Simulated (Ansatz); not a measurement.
NbH₂

```
Nb H
1.0
     2.16290    0.00000   -2.16290
    -2.16290    2.16290    0.00000
     5.18924    5.18924    5.18924
Nb H
3 6
Cartesian
  0.0000 0.0000 0.0000
  2.4507 2.4507 0.2878
  2.7385 4.9014 2.7385
  1.2973 1.2973 1.2973
  3.7480 3.7480 1.5851
  4.0358 6.1988 4.0359
  1.1534 1.1534 -1.0095
  1.4412 3.6041 1.4412
  3.8919 3.8919 3.8919
```

Space group R-3m; not relaxed (largest force 0.6 eV/Å); computed without spin polarisation.

These are results of DFT PBEsol, scalar-relativistic, plane waves, PAW in Ansatz 0.2.0, not measurements.

Core electrons are frozen (PAW), and the valence fields are smoothed inside the atomic spheres.

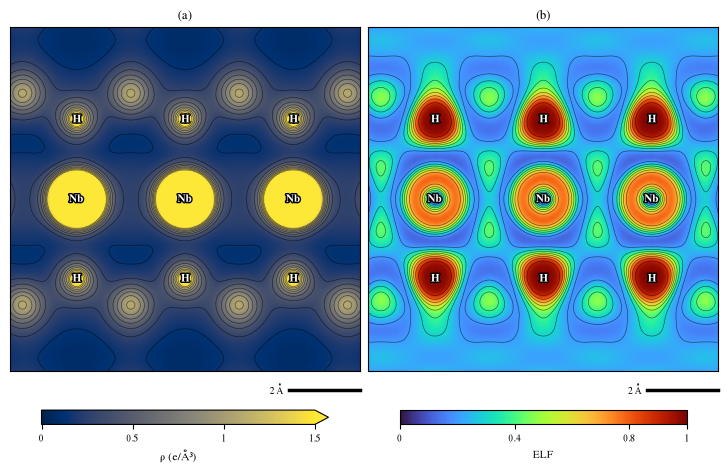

Figure 1. (a) valence pseudo-density; (b) ELF on the (010) plane of the conventional cell.

### Read the bonding off the picture.

- The plane passes through Nb and H nuclei.
- Atoms just off the plane (Nb, 0.9 Å away) can leave unmarked features too.
- Between the atoms the lowest density in this plane is 0.09 e/Å³.
- The features right at Nb lie inside the PAW spheres, where the map follows smoothed inner orbitals and isn't to be read closely.

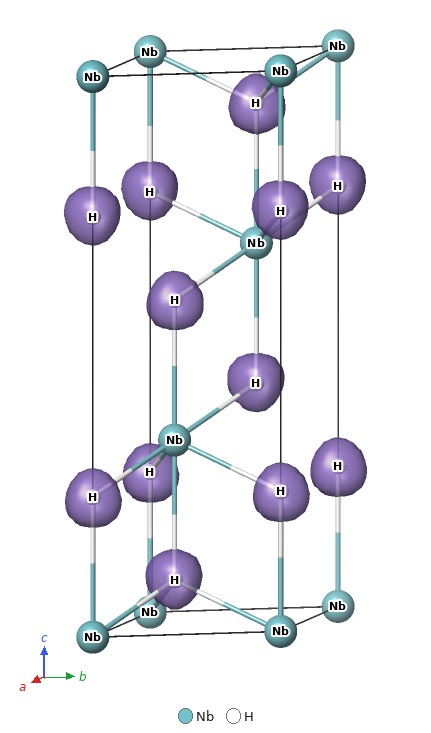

Figure 2. Isosurface of the electron localisation function at 0.9 (purple), seen slightly off an axis. Only the valence region is drawn (cores and ρ < 0.01 e/Å³ removed). Sticks mark near contacts.

### Describe the localisation domains.

The surface consists of six regions around hydrogen nuclei, counted in one cell of 9 atoms. Any copies at cell faces, edges or corners count once.


Nb–H (1.92 Å): the ELF climbs to about 1 towards the hydrogen.

### Does the calculation make it a metal, or give it a gap?

It is metallic or semimetallic at this level of theory: no gap opens.
